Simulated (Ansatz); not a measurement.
The calculation's input:

```
crystal:
  lattice:
    - [0.0, 2.729057654, 2.8726922674]
    - [2.729057654, 0.0, 2.8726922674]
    - [2.729057654, 2.729057654, 0.0]
  atoms:
    - { symbol: Ga, position: [0.0, 0.0, 0.0] }
    - { symbol: As, position: [0.75, 0.75, 0.75] }
basis:
  ecutwfc: 420
kpoints:
  mp_grid: { grid: [10, 10, 10] }
hamiltonian:
  xc: pbe
scf:
  occupations: { method: gaussian, width: 0.03 }
output:
  forces: true
  stress: true
  eigenvalues: true
  write_density: true
  write_potential: true
  elf: true
  volumetric_format: npy
```

Command:

```sh
ansatz run input.yaml --threads 2 --pin off --max-ram 5120MiB --backend cpu --events-out ev --progress --plain --runs-dir out
```

Below, planes, directions and counts refer to the conventional cell (a = 3.86 Å, b = 3.86 Å, c = 5.75 Å, α = 90.00°, β = 90.00°, γ = 90.00°).

Space group I-4m2; changed on purpose from its base cell (strain -0.050 along x and y, +0.000 along z, atoms carried along); computed pressure about 8 GPa in this cell.

Method: Ansatz 0.2.0, DFT PBE, scalar-relativistic, plane waves, PAW.

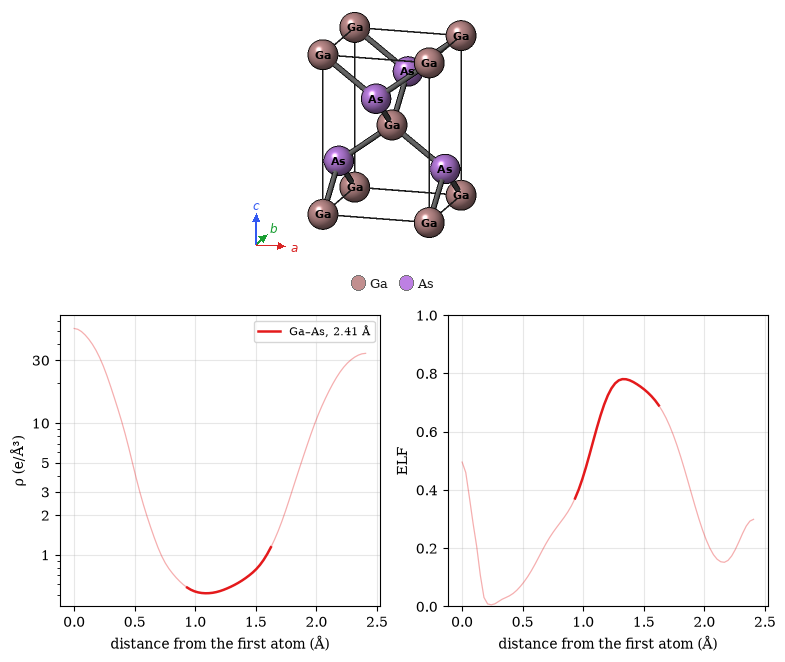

GaAs. Valence charge density (pseudo) and ELF along straight lines between neighbouring atoms. Thin, pale parts lie inside the atomic spheres. The structure is drawn too.

Core electrons are frozen (PAW), and the valence fields are smoothed inside the atomic spheres.

Question: What kind of bonding do the profiles show?

Answer: Ga–As (2.41 Å): ρ at the midpoint is about 0.53 e/Å³; the ELF peaks at about 0.80 between the atoms: a covalent bond.
